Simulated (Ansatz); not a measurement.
# Run report: Al$_{2}$Ga$_{3}$N$_{5}$, geometry relaxation (part 2 of 2)

Continued. System: Al$_{2}$Ga$_{3}$N$_{5}$ (R-3m, 10 atoms in the cell). Method: DFT PBE, scalar-relativistic, plane waves, PAW, no spin polarisation (Ansatz 0.2.0); cutoff 420 eV, 12×12×12 k-mesh, Gaussian smearing of 0.02 eV. The structure was made by a generator, so it may or may not be a known phase.

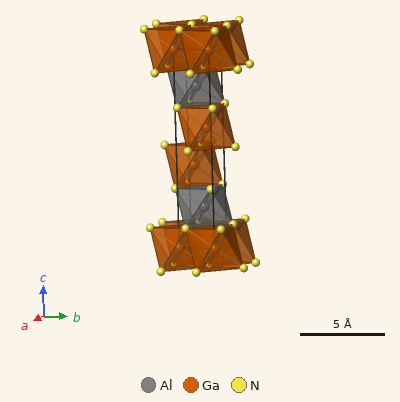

Figure 1. The geometry at step 3 of the log (polyhedral view of the reduced cell, seen slightly off an axis; polyhedra are completed across the faces of the cell).

Output, continued:
```
--- Stress (GPa, compression-positive) ---
        0.025773      -0.000000      -0.000000
       -0.000000       0.025773      -0.000000
       -0.000000      -0.000000       0.018568
  P = ⅓ Tr σ = 0.0234 GPa (0.234 kbar)
--- Band table (eV; the first three rows and the last of 189) ---
  k-point 0: bands = ["-5.0898", "-4.3603", "-4.3021", "-2.5644", "-2.5255", "-2.0513", "-2.0513", "-2.0258", "-2.0258", "-2.0234", "-2.0081", "-1.9795", "-1.9612", "-1.9612", "-1.8559", "-1.8559", "-1.8522", "-1.8522", "-1.7804", "-1.7804", "4.5897", "4.7412", "8.5159", "8.6243", "11.2293", "11.2293", "11.3245", "11.3245", "11.7473", "11.7655", "11.7655", "11.8833", "11.8833", "11.9421", "11.9421", "15.1044", "16.9656", "17.3321", "17.3518", "17.3731", "21.4580", "21.9359", "21.9359", "22.0541", "22.0541"]
  k-point 1: bands = ["-4.9696", "-4.2726", "-4.1880", "-2.6697", "-2.5701", "-2.0569", "-2.0489", "-2.0358", "-2.0100", "-1.9836", "-1.9764", "-1.9572", "-1.9463", "-1.9450", "-1.8642", "-1.8556", "-1.8505", "-1.7786", "-1.7186", "-1.6446", "4.6599", "4.8827", "8.3635", "8.6796", "10.6463", "10.8726", "11.0436", "11.1040", "11.1520", "11.2452", "11.5946", "11.6804", "11.7276", "11.8070", "12.0115", "15.6606", "17.2453", "17.7379", "17.8333", "17.8850", "20.4970", "21.0383", "22.0651", "22.1013", "22.1702"]
  k-point 2: bands = ["-4.6197", "-3.9936", "-3.9069", "-2.8047", "-2.6649", "-2.0454", "-2.0195", "-1.9979", "-1.9916", "-1.9695", "-1.9664", "-1.9541", "-1.9093", "-1.9015", "-1.8792", "-1.8616", "-1.8208", "-1.7753", "-1.4099", "-1.2067", "4.8934", "5.2473", "7.8766", "8.4861", "9.3145", "9.7669", "9.9402", "10.3698", "10.6257", "10.7239", "10.8842", "11.4263", "11.4851", "11.7301", "11.9864", "16.6000", "17.4644", "17.8670", "18.5431", "18.8361", "19.9548", "20.2054", "21.4314", "21.5831", "22.1633"]
  k-point 188: bands = ["-4.9217", "-4.8679", "-3.4901", "-3.4636", "-2.0872", "-2.0514", "-2.0514", "-2.0258", "-2.0258", "-2.0197", "-1.9988", "-1.9785", "-1.9611", "-1.9611", "-1.8558", "-1.8558", "-1.8523", "-1.8523", "-1.7804", "-1.7804", "3.9028", "6.3122", "6.5625", "10.5904", "10.6621", "11.2354", "11.2354", "11.3146", "11.3146", "11.8148", "11.8148", "11.8206", "11.8206", "11.9587", "11.9587", "15.7760", "16.1853", "17.1961", "17.5323", "17.5839", "21.2862", "21.6975", "21.6975", "22.5012", "22.5864"]
--- Relaxed structure (3 steps of the walk, 3 accepted, 1 SCFs on fresh bases) ---
  F+E_penalty+E_count = -14348.48294230 eV   max|allowed force component| = 2.159e-3 eV/Å   (the final SCF, on the basis selected at the relaxed cell)
  cell:  # Å, volume = 92.0293 Å³
    - [1.4813948935278143, 0.8552837405710967, 12.10580276720319]
    - [-1.4813948935278143, 0.8552837405710967, 12.10580276720319]
    - [1.813520098855895e-34, -1.7105674810921694, 12.105802767206724]
  atoms:
    - { symbol: Al, position: [0.39961086579351307, 0.39961086579351307, 0.399610865793513] }
    - { symbol: Al, position: [0.6003891342064869, 0.6003891342064869, 0.6003891342064869] }
    - { symbol: Ga, position: [-1.0453402478287646e-21, -1.0453402478287603e-21, -1.045340247862203e-21] }
    - { symbol: Ga, position: [0.7991951554498239, 0.7991951554498239, 0.7991951554498238] }
    - { symbol: Ga, position: [0.20080484455017605, 0.20080484455017605, 0.20080484455017605] }
    - { symbol: N, position: [0.2987022508617888, 0.2987022508617888, 0.2987022508617889] }
    - { symbol: N, position: [0.7012977491382111, 0.7012977491382111, 0.7012977491382111] }
    - { symbol: N, position: [0.09788082142114848, 0.09788082142114848, 0.09788082142114847] }
    - { symbol: N, position: [0.49999999999999994, 0.49999999999999994, 0.49999999999999994] }
    - { symbol: N, position: [0.9021191785788513, 0.9021191785788513, 0.9021191785788513] }
```

Trajectory as extended XYZ (Å, eV, eV/Å), 4 frames, from step=1 to step=4:
```
10
Lattice="1.4813 0.8552 12.1004 -1.4813 0.8552 12.1004 0.0000 -1.7105 12.1004" Properties=species:S:1:pos:R:3:forces:R:3 step=1 energy=-14348.48283 pressure_GPa=0.15
Al    0.0000    0.0000   14.5071    0.0000   0.0000  -0.0076
Al    0.0000    0.0000   21.7941    0.0000   0.0000   0.0076
Ga    0.0000    0.0000    0.0000    0.0000   0.0000   0.0000
Ga    0.0000    0.0000   29.0126    0.0000   0.0000  -0.0221
Ga    0.0000    0.0000    7.2886    0.0000   0.0000   0.0221
N     0.0000    0.0000   10.8424    0.0000   0.0000   0.0112
N     0.0000    0.0000   25.4587    0.0000   0.0000  -0.0112
N     0.0000    0.0000    3.5535    0.0000   0.0000   0.0128
N     0.0000    0.0000   18.1506    0.0000   0.0000   0.0000
N     0.0000    0.0000   32.7477    0.0000   0.0000  -0.0128
10
Lattice="1.4811 0.8551 12.1086 -1.4811 0.8551 12.1086 0.0000 -1.7102 12.1086" Properties=species:S:1:pos:R:3:forces:R:3 step=2 energy=-14348.48274 pressure_GPa=0.06
Al    0.0000    0.0000   14.5161    0.0000   0.0000  -0.0002
Al    0.0000    0.0000   21.8096    0.0000   0.0000   0.0002
Ga    0.0000    0.0000    0.0000    0.0000   0.0000   0.0000
Ga    0.0000    0.0000   29.0313    0.0000   0.0000  -0.0017
Ga    0.0000    0.0000    7.2944    0.0000   0.0000   0.0017
N     0.0000    0.0000   10.8505    0.0000   0.0000   0.0033
N     0.0000    0.0000   25.4752    0.0000   0.0000  -0.0033
N     0.0000    0.0000    3.5554    0.0000   0.0000   0.0051
N     0.0000    0.0000   18.1628    0.0000   0.0000   0.0000
N     0.0000    0.0000   32.7703    0.0000   0.0000  -0.0051
10
Lattice="1.4814 0.8553 12.1058 -1.4814 0.8553 12.1058 0.0000 -1.7106 12.1058" Properties=species:S:1:pos:R:3:forces:R:3 step=3 energy=-14348.48271 pressure_GPa=0.02
Al    0.0000    0.0000   14.5128    0.0000   0.0000   0.0003
Al    0.0000    0.0000   21.8046    0.0000   0.0000  -0.0003
Ga    0.0000    0.0000    0.0000    0.0000   0.0000   0.0000
Ga    0.0000    0.0000   29.0247    0.0000   0.0000  -0.0010
Ga    0.0000    0.0000    7.2927    0.0000   0.0000   0.0010
N     0.0000    0.0000   10.8481    0.0000   0.0000   0.0013
N     0.0000    0.0000   25.4693    0.0000   0.0000  -0.0013
N     0.0000    0.0000    3.5548    0.0000   0.0000   0.0022
N     0.0000    0.0000   18.1587    0.0000   0.0000   0.0000
N     0.0000    0.0000   32.7626    0.0000   0.0000  -0.0022
10
Lattice="1.4814 0.8553 12.1058 -1.4814 0.8553 12.1058 0.0000 -1.7106 12.1058" Properties=species:S:1:pos:R:3:forces:R:3 step=4 energy=-14348.48294 pressure_GPa=0.02
Al    0.0000    0.0000   14.5128    0.0000   0.0000   0.0003
Al    0.0000    0.0000   21.8046    0.0000   0.0000  -0.0003
Ga    0.0000    0.0000    0.0000    0.0000   0.0000   0.0000
Ga    0.0000    0.0000   29.0247    0.0000   0.0000  -0.0010
Ga    0.0000    0.0000    7.2927    0.0000   0.0000   0.0010
N     0.0000    0.0000   10.8481    0.0000   0.0000   0.0013
N     0.0000    0.0000   25.4693    0.0000   0.0000  -0.0013
N     0.0000    0.0000    3.5548    0.0000   0.0000   0.0022
N     0.0000    0.0000   18.1587    0.0000   0.0000   0.0000
N     0.0000    0.0000   32.7626    0.0000   0.0000  -0.0022
```

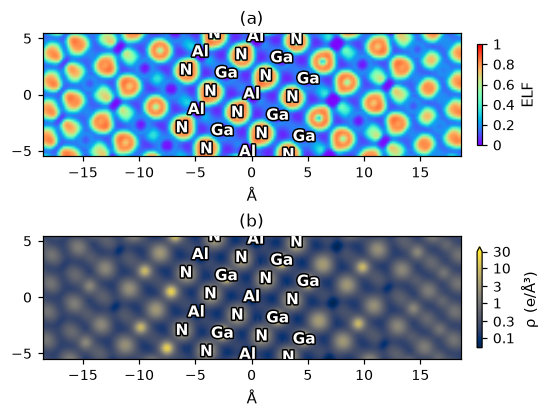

Figure 2. (a) ELF; (b) valence electron density on the (111) plane of the conventional cell. The section cuts through Al, Ga and N sites. Al–N (2.06 Å): ρ is about 0.49 e/Å³ halfway; the ELF is about 0.80 at the midpoint. Ga–N (2.12 Å): ρ is about 0.51 e/Å³ halfway; the ELF is about 0.35 at the midpoint. Away from the nuclei the density in this plane falls to 0.09 e/Å³ at its lowest. Core electrons are frozen (PAW), so the fields are smoothed inside the atomic spheres.

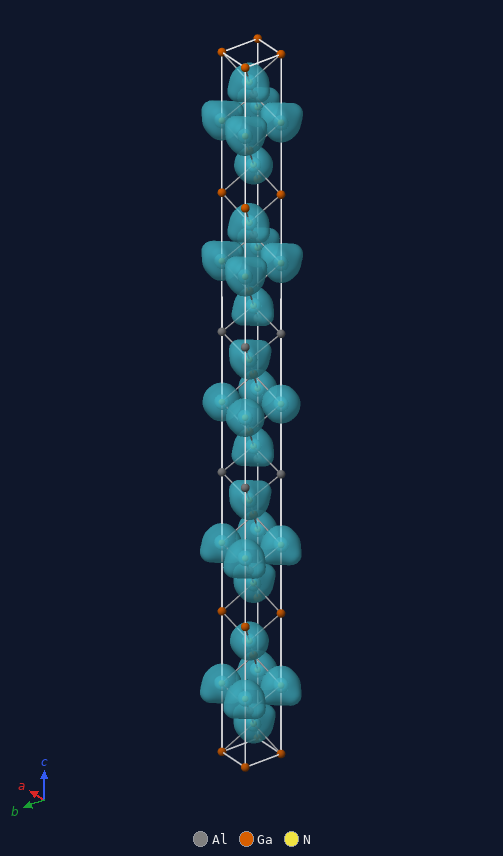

Figure 3. Isosurface of the electron localisation function at 0.6 (cyan), seen at an oblique angle. Core shells and regions of very low density are left out. Sticks mark near contacts. The outline is the cell set on symmetry axes. Along the contacts the grid gives the following. Al–N (2.06 Å): the ELF is about 0.80 at the midpoint. Ga–N (2.11 Å): the ELF is about 0.35 at the midpoint.

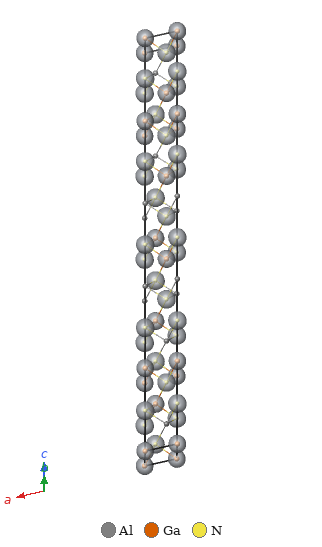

Figure 4. Isosurface of the valence electron density at 1 e/Å³ (grey), seen at an oblique angle. Sticks mark near contacts. The outline is the cell set on symmetry axes. At this value the density breaks into separate islands; it holds about 60 % of the electrons treated as valence (semicore included). It is pinched off along the Al–N (2.06 Å) and Ga–N (2.11 Å) contacts. On the grid the lowest density along these lines, outside the cores, is 0.39 e/Å³ (Al–N, 2.06 Å) and 0.51 e/Å³ (Ga–N, 2.11 Å).

This output came from the following input.

Input:
```yaml
crystal:
  lattice:
    - [1.4813112263, 0.8552354353, 12.1003906353]
    - [-1.4813112263, 0.8552354353, 12.1003906353]
    - [0.0, -1.7104708705, 12.1003906353]
  atoms:
    - { symbol: Al, position: [0.3996315263, 0.3996315263, 0.3996315263] }
    - { symbol: Al, position: [0.6003684737, 0.6003684737, 0.6003684737] }
    - { symbol: Ga, position: [0.0, 0.0, 0.0] }
    - { symbol: Ga, position: [0.7992182978, 0.7992182978, 0.7992182978] }
    - { symbol: Ga, position: [0.2007817022, 0.2007817022, 0.2007817022] }
    - { symbol: "N", position: [0.2986799673, 0.2986799673, 0.2986799673] }
    - { symbol: "N", position: [0.7013200327, 0.7013200327, 0.7013200327] }
    - { symbol: "N", position: [0.0978888312, 0.0978888312, 0.0978888312] }
    - { symbol: "N", position: [0.5, 0.5, 0.5] }
    - { symbol: "N", position: [0.9021111688, 0.9021111688, 0.9021111688] }
basis:
  ecutwfc: 420
kpoints:
  mp_grid: { grid: [12, 12, 12] }
hamiltonian:
  xc: pbe
scf:
  occupations: { method: gaussian, width: 0.02 }
output:
  forces: true
  stress: true
  eigenvalues: true
  write_density: true
  write_potential: true
  elf: true
  volumetric_format: npy
relax:
  adjacent_minimum: "off"
  f_tol: 0.01
  max_steps: 80
  cell: { stress_tol: 0.05 }
```

Launch command:
```bash
ansatz run input.yaml --threads 4 --pin off --max-ram 8192MiB --backend cpu --events-out ev --progress --plain --runs-dir out
```

Summary:

| quantity | value |
| --- | --- |
| outcome | converged |
| space group (tolerance 0.01 Å) | R-3m (166) |
| electrons treated | 70 |
| free energy | −14348.4829 eV |
| Fermi energy | 12.861 eV |
| gap on the k-point mesh | 1.70 eV |
| pressure | 0.02 GPa |
| final volume | 92.03 Å³ |
| largest force (length of the vector) at the end | 0.002 eV/Å |
| final cell | a = 12.226 Å, b = 12.226 Å, c = 12.226 Å, α = 13.92°, β = 13.92°, γ = 13.92° |
| hardware | 4 threads of Intel Xeon @ 2.50GHz (Skylake/Cascade Lake), 189 GiB of memory available, shared host |
| wall time | 1.9 min (CPU time 7.4 min) |
| peak memory | 0.91 GiB |
